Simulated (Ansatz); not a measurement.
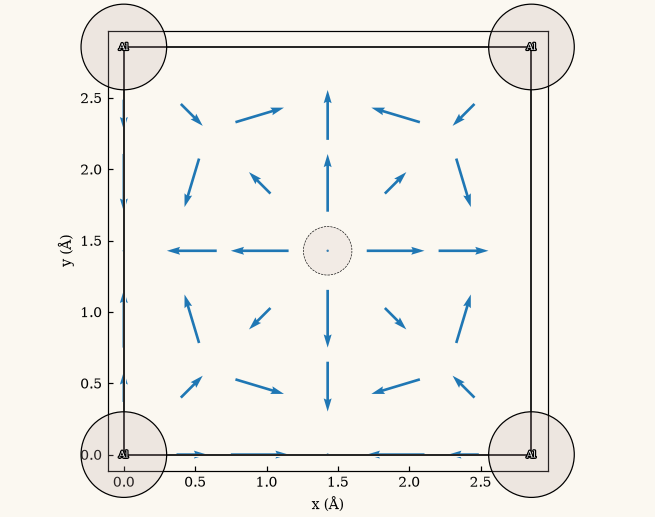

H on an Al(100) slab cut from the Fm-3m phase, its upper half relaxed before the scan (3 atoms of substrate and one adsorbate in a 1 × 1 cell). H is moved over the surface cell; relaxed at each place: the height of the adsorbate's atoms; substrate rigid; the origin of the map has the adsorbate above Al3. Places are given modulo a cell vector. The map is drawn in real space over the plane of the surface. Grid: 6 × 6 points; 10 points were computed and 26 follow by symmetry. With one adsorbate in each 1 × 1 cell, its nearest image is 2.9 Å away, so neighbouring adsorbates interact. All numbers below come from DFT PBE, scalar-relativistic, plane waves, PAW (Ansatz 0.2.0). Settings: cutoff 420 eV, k-mesh 9×9×1, gaussian smearing 0.1 eV, no spin polarisation.

Drawn: arrows along the force (downhill), their lengths compressed, labelled circles for the atoms of the top layer and small ones for the second layer, the outline of one cell of the plane.

> The arrows alone are given. Where are the wells?

The arrows converge at a bridge site between two Al atoms, (0/6, 3/6) of the cell vectors; a bridge site between two Al atoms, (3/6, 0/6) of the cell vectors (read from the interpolated surface).

The energy map of the same scan:

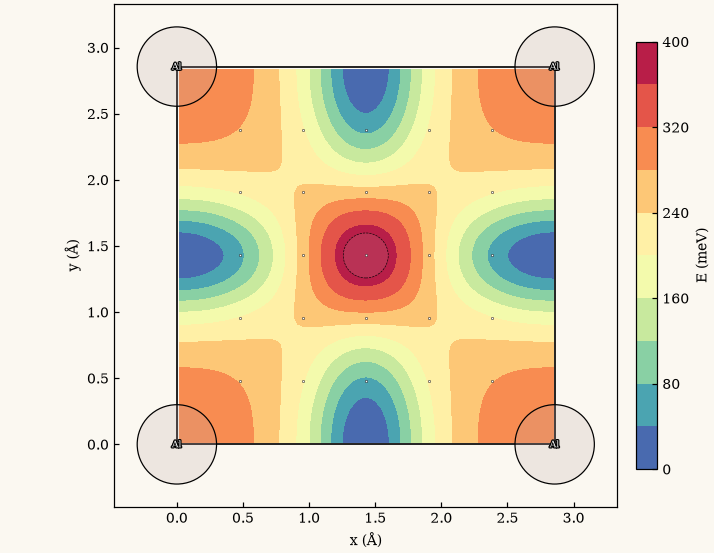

Energies are in meV, from the lowest grid point; between grid points the surface is interpolated.

PAW datasets: the set soft_1.
